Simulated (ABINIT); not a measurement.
V: hubbard response calculation (part 1 of 3)

The run: hubbard response calculation of V (1 atom in the cell). Method and program: Kohn-Sham DFT of a periodic cell, LDA, DFT+U, JTH PAW LDA v2.0, spin-polarised (ABINIT 10.8.3).

The structure derives from an entry of the Crystallography Open Database.

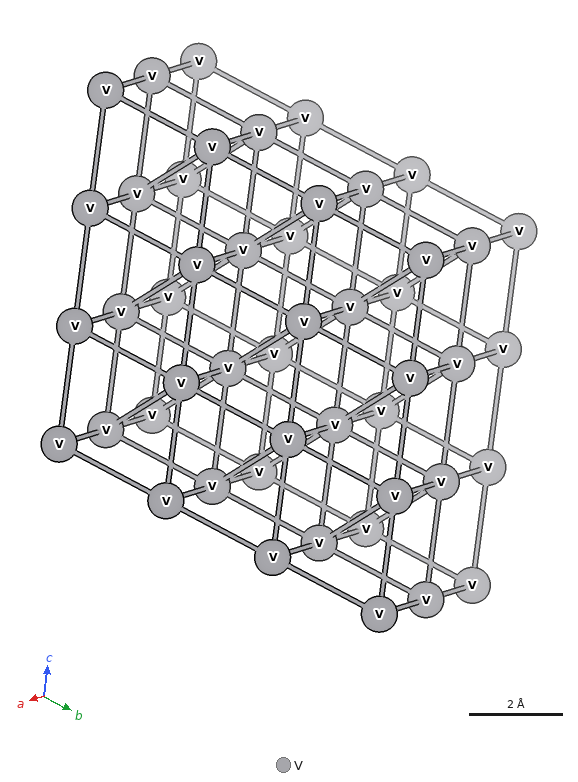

**Figure 1.** The structure (ball-and-stick view of the cell of the calculation, repeated 2 × 3 × 3, seen slightly off an axis). Near neighbours in the crystal (not all of them lie inside the picture): V has 8 V at 2.62 Å.

## The input
```
# Datasets
ndtset 2

# Pseudopotentials
pp_dirpath "./"
pseudos "V.LDA_PW-JTH.xml"

# Structure
acell 4.9566214992 4.9566214992 4.9566214992
rprim
    -0.5773502692     0.5773502692     0.5773502692
     0.5773502692    -0.5773502692     0.5773502692
     0.5773502692     0.5773502692    -0.5773502692
ntypat 1
znucl 23
natom 1
typat 1
xred
            0.0            0.0            0.0

# Plane-wave basis
ecut 353.748021 eV
pawecutdg 26.0

# k points
kptopt 2
ngkpt 6 6 6
nshiftk 1
shiftk 0.0 0.0 0.0

# Exchange and correlation
ixc 7

# Bands and occupations
nband 11
occopt 4
tsmear 0.136 eV

# Spin
nsppol 2
spinat
     0.0000000000     0.0000000000     2.0000000000
nsym 1

# DFT+U
usepawu 1
lpawu 2
upawu 0.0 eV
jpawu 0.0 eV
dmatpuopt 2

# SCF cycle
nstep 120
tolvrs 1.0e-9

# Output
prteig 0
prtebands 0
prtden 0
prtwf 0

# Linear response
irdwfk 1
macro_uj 1
pawujat 1
pawujv1 -0.1 eV
pawujv2 0.1 eV
```

## File gs.abi
```
# Pseudopotentials
pp_dirpath "./"
pseudos "V.LDA_PW-JTH.xml"

# Structure
acell 4.9566214992 4.9566214992 4.9566214992
rprim
    -0.5773502692     0.5773502692     0.5773502692
     0.5773502692    -0.5773502692     0.5773502692
     0.5773502692     0.5773502692    -0.5773502692
ntypat 1
znucl 23
natom 1
typat 1
xred
            0.0            0.0            0.0

# Plane-wave basis
ecut 353.748021 eV
pawecutdg 26.0

# k points
kptopt 2
ngkpt 6 6 6
nshiftk 1
shiftk 0.0 0.0 0.0

# Exchange and correlation
ixc 7

# Bands and occupations
nband 11
occopt 4
tsmear 0.136 eV

# Spin
nsppol 2
spinat
     0.0000000000     0.0000000000     2.0000000000
nsym 1

# DFT+U
usepawu 1
lpawu 2
upawu 0.0 eV
jpawu 0.0 eV
dmatpuopt 2

# SCF cycle
nstep 120
tolvrs 1.0e-9

# Output
prteig 0
prtebands 0
prtden 0
```

Launched with:
```bash
abinit gs.abi > log 2>&1
ln -s gso_WFK runi_DS1_WFK
ln -s gso_WFK runi_DS2_WFK
abinit run.abi > log 2>&1
lruj runo_DS1_LRUJ.nc runo_DS2_LRUJ.nc > lruj.log 2>&1
```

## Output
```
.Version 10.8.3 of ABINIT
 DATASET    1 : space group P1 (#  1); Bravais aP (primitive triclinic)
================================================================================
 Values of the parameters that define the memory need for DATASET  1.
     intxc =       0    ionmov =       0      iscf =      17    lmnmax =      18
     lnmax =       6     mgfft =      18  mpssoang =       3    mqgrid =    3001
     natom =       1  nloc_mem =       2    nspden =       2   nspinor =       1
    nsppol =       2      nsym =       1    n1xccc =       1    ntypat =       1
    occopt =       4   xclevel =       1
       mpw =         216          nfft =        5832          nkpt =         112
 PAW method is used; the additional fine FFT grid is defined by:
   mgfftf=        24    nfftf =     13824
================================================================================
================================================================================

 DATASET    2 : space group P1 (#  1); Bravais aP (primitive triclinic)
================================================================================
 Values of the parameters that define the memory need for DATASET  2.
     intxc =       0    ionmov =       0      iscf =      17    lmnmax =      18
     lnmax =       6     mgfft =      18  mpssoang =       3    mqgrid =    3001
     natom =       1  nloc_mem =       2    nspden =       2   nspinor =       1
    nsppol =       2      nsym =       1    n1xccc =       1    ntypat =       1
    occopt =       4   xclevel =       1
       mpw =         216          nfft =        5832          nkpt =         112
 PAW method is used; the additional fine FFT grid is defined by:
   mgfftf=        24    nfftf =     13824
================================================================================
================================================================================

--------------------------------------------------------------------------------
------------- Echo of variables that govern the present computation ------------
--------------------------------------------------------------------------------
 -outvars: echo values of preprocessed input variables --------
            acell      4.9566214992E+00  4.9566214992E+00  4.9566214992E+00 Bohr
              amu      5.09415000E+01
         atvshift1      -0.00367   -0.00367   -0.00367   -0.00367   -0.00367
                        -0.00367   -0.00367   -0.00367   -0.00367   -0.00367
         atvshift2       0.00367    0.00367    0.00367    0.00367    0.00367
                         0.00367    0.00367    0.00367    0.00367    0.00367
           diemix      4.50000000E-01
             ecut      1.30000000E+01 Hartree
           irdwfk           1
                       outvar_i_n : Printing only first  50 k-points.
              ixc           7
           jdtset        1    2
                       outvar_i_n : Printing only first  50 k-points.
           kptopt           2
         kptrlatt        6    0    0      0    6    0      0    0    6
          kptrlen      2.97397290E+01
            lpawu           2
         macro_uj        1
            natom           1
            nband          11
        natvshift        5
           ndtset           2
            ngfft          18      18      18
          ngfftdg          24      24      24
             nkpt         112
           nspden           2
           nsppol           2
            nstep         120
             nsym           1
           ntypat           1
                       prtocc : prtvol=0, do not print more k-points.
                       1.000000  1.000000  1.000000  1.000000  1.000000  1.000000
                       1.000000  0.000000  0.000000  0.000000  0.000000
                       1.000000  1.000000  1.000000  1.000000  1.000000  1.000000
                       1.000000  0.000000  0.000000  0.000000  0.000000
                       1.000000  1.000000  1.000000  1.000000  1.000000  1.000000
                       1.000000  0.000000  0.000000  0.000000  0.000000
                       1.000000  1.000000  1.000000  1.000000  1.000000  1.000000
                       1.000000  0.000000  0.000000  0.000000  0.000000
                       1.000000  1.000000  1.000000  1.000000  1.000000  1.000000
                       1.000000  0.000000  0.000000  0.000000  0.000000
                       1.000000  1.000000  1.000000  1.000000  1.000000  1.000000
                       1.000000  0.000000  0.000000  0.000000  0.000000
                       1.000000  1.000000  1.000000  1.000000  1.000000  1.000000
                       1.000000  0.000000  0.000000  0.000000  0.000000
                       1.000000  1.000000  1.000000  1.000000  1.000000  1.000000
                       1.000000  0.000000  0.000000  0.000000  0.000000
                       1.000000  1.000000  1.000000  1.000000  1.000000  1.000000
                       1.000000  0.000000  0.000000  0.000000  0.000000
                       1.000000  1.000000  1.000000  1.000000  1.000000  1.000000
                       1.000000  0.000000  0.000000  0.000000  0.000000
                       1.000000  1.000000  1.000000  1.000000  1.000000  1.000000
                       1.000000  0.000000  0.000000  0.000000  0.000000
                       1.000000  1.000000  1.000000  1.000000  1.000000  1.000000
                       1.000000  0.000000  0.000000  0.000000  0.000000
                       1.000000  1.000000  1.000000  1.000000  1.000000  1.000000
                       1.000000  0.000000  0.000000  0.000000  0.000000
                       1.000000  1.000000  1.000000  1.000000  1.000000  1.000000
                       1.000000  0.000000  0.000000  0.000000  0.000000
                       1.000000  1.000000  1.000000  1.000000  1.000000  1.000000
                       1.000000  0.000000  0.000000  0.000000  0.000000
                       1.000000  1.000000  1.000000  1.000000  1.000000  1.000000
                       1.000000  0.000000  0.000000  0.000000  0.000000
                       1.000000  1.000000  1.000000  1.000000  1.000000  1.000000
                       1.000000  0.000000  0.000000  0.000000  0.000000
                       1.000000  1.000000  1.000000  1.000000  1.000000  1.000000
                       1.000000  0.000000  0.000000  0.000000  0.000000
                       1.000000  1.000000  1.000000  1.000000  1.000000  1.000000
                       1.000000  0.000000  0.000000  0.000000  0.000000
                       1.000000  1.000000  1.000000  1.000000  1.000000  1.000000
                       1.000000  0.000000  0.000000  0.000000  0.000000
                       1.000000  1.000000  1.000000  1.000000  1.000000  1.000000
                       1.000000  0.000000  0.000000  0.000000  0.000000
                       1.000000  1.000000  1.000000  1.000000  1.000000  1.000000
                       1.000000  0.000000  0.000000  0.000000  0.000000
                       1.000000  1.000000  1.000000  1.000000  1.000000  1.000000
                       1.000000  0.000000  0.000000  0.000000  0.000000
                       1.000000  1.000000  1.000000  1.000000  1.000000  1.000000
                       1.000000  0.000000  0.000000  0.000000  0.000000
                       1.000000  1.000000  1.000000  1.000000  1.000000  1.000000
                       1.000000  0.000000  0.000000  0.000000  0.000000
                       1.000000  1.000000  1.000000  1.000000  1.000000  1.000000
                       1.000000  0.000000  0.000000  0.000000  0.000000
                       1.000000  1.000000  1.000000  1.000000  1.000000  1.000000
                       1.000000  0.000000  0.000000  0.000000  0.000000
                       1.000000  1.000000  1.000000  1.000000  1.000000  1.000000
                       1.000000  0.000000  0.000000  0.000000  0.000000
                       1.000000  1.000000  1.000000  1.000000  1.000000  1.000000
                       1.000000  0.000000  0.000000  0.000000  0.000000
                       1.000000  1.000000  1.000000  1.000000  1.000000  1.000000
                       1.000000  0.000000  0.000000  0.000000  0.000000
                       1.000000  1.000000  1.000000  1.000000  1.000000  1.000000
                       1.000000  0.000000  0.000000  0.000000  0.000000
                       1.000000  1.000000  1.000000  1.000000  1.000000  1.000000
                       1.000000  0.000000  0.000000  0.000000  0.000000
                       1.000000  1.000000  1.000000  1.000000  1.000000  1.000000
                       1.000000  0.000000  0.000000  0.000000  0.000000
                       1.000000  1.000000  1.000000  1.000000  1.000000  1.000000
                       1.000000  0.000000  0.000000  0.000000  0.000000
                       1.000000  1.000000  1.000000  1.000000  1.000000  1.000000
                       1.000000  0.000000  0.000000  0.000000  0.000000
                       1.000000  1.000000  1.000000  1.000000  1.000000  1.000000
                       1.000000  0.000000  0.000000  0.000000  0.000000
                       1.000000  1.000000  1.000000  1.000000  1.000000  1.000000
                       1.000000  0.000000  0.000000  0.000000  0.000000
                       1.000000  1.000000  1.000000  1.000000  1.000000  1.000000
                       1.000000  0.000000  0.000000  0.000000  0.000000
                       1.000000  1.000000  1.000000  1.000000  1.000000  1.000000
                       1.000000  0.000000  0.000000  0.000000  0.000000
                       1.000000  1.000000  1.000000  1.000000  1.000000  1.000000
                       1.000000  0.000000  0.000000  0.000000  0.000000
                       1.000000  1.000000  1.000000  1.000000  1.000000  1.000000
                       1.000000  0.000000  0.000000  0.000000  0.000000
                       1.000000  1.000000  1.000000  1.000000  1.000000  1.000000
                       1.000000  0.000000  0.000000  0.000000  0.000000
                       1.000000  1.000000  1.000000  1.000000  1.000000  1.000000
                       1.000000  0.000000  0.000000  0.000000  0.000000
                       1.000000  1.000000  1.000000  1.000000  1.000000  1.000000
                       1.000000  0.000000  0.000000  0.000000  0.000000
                       1.000000  1.000000  1.000000  1.000000  1.000000  1.000000
                       1.000000  0.000000  0.000000  0.000000  0.000000
                       1.000000  1.000000  1.000000  1.000000  1.000000  1.000000
                       1.000000  0.000000  0.000000  0.000000  0.000000
                       1.000000  1.000000  1.000000  1.000000  1.000000  1.000000
                       1.000000  0.000000  0.000000  0.000000  0.000000
                       1.000000  1.000000  1.000000  1.000000  1.000000  1.000000
                       1.000000  0.000000  0.000000  0.000000  0.000000
                       1.000000  1.000000  1.000000  1.000000  1.000000  1.000000
                       1.000000  0.000000  0.000000  0.000000  0.000000
                       1.000000  1.000000  1.000000  1.000000  1.000000  1.000000
                       1.000000  0.000000  0.000000  0.000000  0.000000
                       prtocc : prtvol=0, do not print more k-points.
           occopt           4
        pawecutdg      2.60000000E+01 Hartree
           pawujv1    -3.6749322176E-03 Hartree
           pawujv2     3.6749322176E-03 Hartree
           prtden           0
        prtebands           0
           prteig           0
            prtwf           0
            rprim     -5.7735026920E-01  5.7735026920E-01  5.7735026920E-01
                       5.7735026920E-01 -5.7735026920E-01  5.7735026920E-01
                       5.7735026920E-01  5.7735026920E-01 -5.7735026920E-01
          spgroup           1
           spinat      0.0000000000E+00  0.0000000000E+00  2.0000000000E+00
           tolvrs      1.00000000E-09
           tsmear      4.99790782E-03 Hartree
            typat      1
          usepawu           1
           useylm           1
                       outvars : Printing only first  50 k-points.
            znucl       23.00000

================================================================================

 chkinp: Checking input parameters for consistency, jdtset=   1.

 chkinp: Checking input parameters for consistency, jdtset=   2.

================================================================================
== DATASET  1 ==================================================================

--- !DatasetInfo
iteration_state: {dtset: 1, }
dimensions: {natom: 1, nkpt: 112, mband: 11, nsppol: 2, nspinor: 1, nspden: 2, mpw: 216, }
cutoff_energies: {ecut:  13.0, pawecutdg:  26.0, }
electrons: {nelect:   1.30000000E+01, charge:   0.00000000E+00, occopt:   4.00000000E+00, tsmear:   4.99790782E-03, }
meta: {optdriver: 0, ionmov: 0, optcell: 0, iscf: 17, paral_kgb: 0, }
...

 Exchange-correlation functional for the present dataset will be:
  LDA: Perdew-Wang 92 LSD fit to Ceperley-Alder data - ixc=7
  J.P.Perdew and Y.Wang, PRB 45, 13244 (1992)

 Real(R)+Recip(G) space primitive vectors, cartesian coordinates (Bohr,Bohr^-1):
 R(1)= -2.8617068  2.8617068  2.8617068  G(1)=  0.0000000  0.1747209  0.1747209
 R(2)=  2.8617068 -2.8617068  2.8617068  G(2)=  0.1747209  0.0000000  0.1747209
 R(3)=  2.8617068  2.8617068 -2.8617068  G(3)=  0.1747209  0.1747209  0.0000000
 Unit cell volume ucvol=  9.3742251E+01 bohr^3
 Angles (23,13,12)=  1.09471221E+02  1.09471221E+02  1.09471221E+02 degrees

 Coarse grid specifications (used for wave-functions):

 getcut: wavevector=  0.0000  0.0000  0.0000  ngfft=  18  18  18
         ecut(hartree)=     13.000   => boxcut(ratio)=   2.23743

 getcut : COMMENT -
  Note that boxcut > 2.2 ; recall that boxcut=Gcut(box)/Gcut(sphere) = 2
  is sufficient for exact treatment of convolution.
  Such a large boxcut is a waste : you could raise ecut
  e.g. ecut=   16.269839 Hartrees makes boxcut=2

 Fine grid specifications (used for densities):

 getcut: wavevector=  0.0000  0.0000  0.0000  ngfft=  24  24  24
         ecut(hartree)=     26.000   => boxcut(ratio)=   2.10947

--- Pseudopotential description ------------------------------------------------
- pspini: atom type   1  psp file is ./V.LDA_PW-JTH.xml
 Pseudopotential format is: paw10
 basis_size (lnmax)=  6 (lmn_size= 18), orbitals=   0   0   1   1   2   2
 Spheres core radius: rc_sph= 2.21062609
 Shapefunction is BESSEL type: shapef(r,l)=aa(1,l)*jl(q(1,l)*r)+aa(2,l)*jl(q(2,l)*r)
 Radius for shape functions =  2.01138968
 Compensation charge density is not taken into account in XC energy/potential

   2.82153665E+02                                ecore*ucvol(ha*bohr**3)
--------------------------------------------------------------------------------

-inwffil : will read wavefunctions from disk file runi_DS1_WFK

 ******************************************
 DFT+U Method used: FLL
 ******************************************

================================================================================

--- !BeginCycle
iteration_state: {dtset: 1, }
solver: {iscf: 17, nstep: 120, nline: 4, wfoptalg: 10, }
tolerances: {tolvrs: 1.00E-09, }
...

     iter   Etot(hartree)      deltaE(h)  residm     nres2   difmagsph maxmagsph
 ETOT  1  -72.173016671350    -7.217E+01 1.006E-05 3.313E-03 4.335E-01 4.335E-01
 ETOT  2  -72.173004305301     1.237E-05 6.607E-07 1.200E-04 1.139E-04 4.334E-01
 ETOT  3  -72.173003962005     3.433E-07 3.489E-07 4.063E-05 2.394E-06 4.334E-01
 ETOT  4  -72.173003802277     1.597E-07 8.044E-08 3.076E-07 5.502E-05 4.334E-01
 ETOT  5  -72.173003805226    -2.949E-09 1.920E-08 7.716E-08 2.207E-05 4.334E-01
 ETOT  6  -72.173003805893    -6.667E-10 9.883E-09 8.077E-09 1.918E-05 4.333E-01
 ETOT  7  -72.173003805896    -3.183E-12 2.178E-09 1.752E-09 2.450E-06 4.333E-01
 ETOT  8  -72.173003805937    -4.161E-11 1.410E-09 1.169E-10 2.956E-06 4.333E-01

 At SCF step    8       nres2   =  1.17E-10 < tolvrs=  1.00E-09 =>converged.

 Cartesian components of stress tensor (hartree/bohr^3)
  sigma(1 1)=  5.73164715E-04  sigma(3 2)=  9.10725583E-11
  sigma(2 2)=  5.73164700E-04  sigma(3 1)= -1.06160763E-11
  sigma(3 3)=  5.73164675E-04  sigma(2 1)=  1.27327230E-11
```
